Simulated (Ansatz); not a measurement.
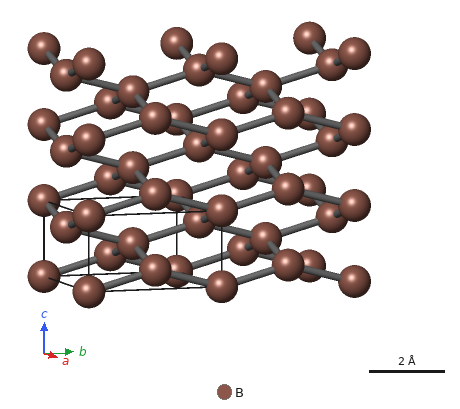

This is the input geometry for a relaxation of solid B (built on the beta-tin_141 type) (coarse preliminary run). The picture is a ball-and-stick view of the conventional cell (2 times the calculation's cell), repeated 1 × 2 × 3 with one cell outlined, seen slightly off an axis. Lengths and directions refer to the drawn axes.

Case: beta-tin type (I4_1/amd, No. 141).

Level of theory: Ansatz, DFT PBE, scalar-relativistic, plane waves, PAW.

Input file:
```yaml
crystal:
  lattice:
    - [-1.8728847213, 1.8728847213, 1.0216931879]
    - [1.8728847213, -1.8728847213, 1.0216931879]
    - [1.8728847213, 1.8728847213, -1.0216931879]
  atoms:
    - { symbol: B, position: [0.0, 0.0, 0.0] }
    - { symbol: B, position: [0.75, 0.25, 0.5] }
basis:
  ecutwfc: 420
kpoints:
  mp_grid: { grid: [10, 10, 10] }
hamiltonian:
  xc: pbe
scf:
  occupations: { method: gaussian, width: 0.1 }
  lower_state_search: "off"
output:
  forces: true
  stress: true
  eigenvalues: true
relax:
  adjacent_minimum: "off"
  f_tol: 0.04
  max_steps: 70
  cell: { stress_tol: 0.4 }
```

Q: Predict the outcome.

A: After 12 accepted moves (14 points after the start) the energy has fallen by 433 meV per atom. All forces vanish by symmetry, so only the cell relaxes. The pressure goes from −11.95 to 0.14 GPa. The SCF was repeated twice at an unchanged geometry on a basis and grid sized afresh for the cell, which shifted the energy by 13.2 meV per atom at most. No atom moves by more than 0.005 Å relative to the cell. The drawn cell changes as follows: a = b 3.746 → 4.487 Å (+19.8 %), c 2.043 → 1.595 Å (−21.9 %); the volume changes by +12.0 %. Near-neighbour distances that change, for instance: B1–B1 2.043 → 1.595 Å, B1–B2 1.941 → 2.279 Å. The space group stays I4_1/amd (No. 141). The run took of the order of 18 core-seconds on a shared host.

History of the run:

```tsv
step	E − E(0), meV/atom	pressure, GPa	volume, Å³/atom	note
0	0.00	-11.95	7.168	
1	-52.90	-7.18	6.899	
2	-111.56	-4.80	6.780	
3	-182.59	-0.80	6.636	
4	-266.07	3.06	6.601	
5	-342.57	16.47	6.653	
6	-397.24	3.52	7.311	
7	-399.10	11.55	7.704	
8	-417.89	0.63	7.798	
9	-418.81	-0.98	7.990	
10	-419.12	0.06	7.929	
11	-419.14	0.01	7.922	
12	-432.37	1.28	7.922	same geometry, new basis
13	-432.85	0.14	8.028	
14	-433.03	0.14	8.028	same geometry, new basis
```

The structure at the end:

```xyz
2
Lattice="-2.2434 2.2434 0.7975 2.2434 -2.2434 0.7975 2.2434 2.2434 -0.7975" Properties=species:S:1:pos:R:3 pbc="T T T"
B     2.2434    2.2434    0.7975
B     0.0000    2.2434    0.3988
```

After the run, drawn alike:

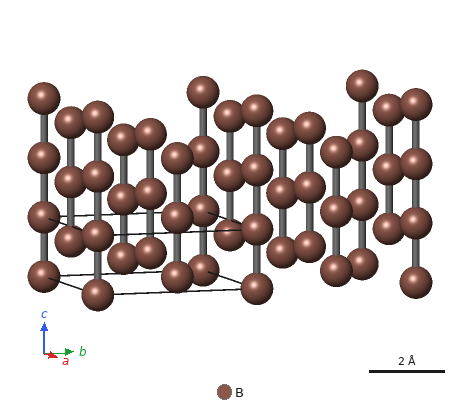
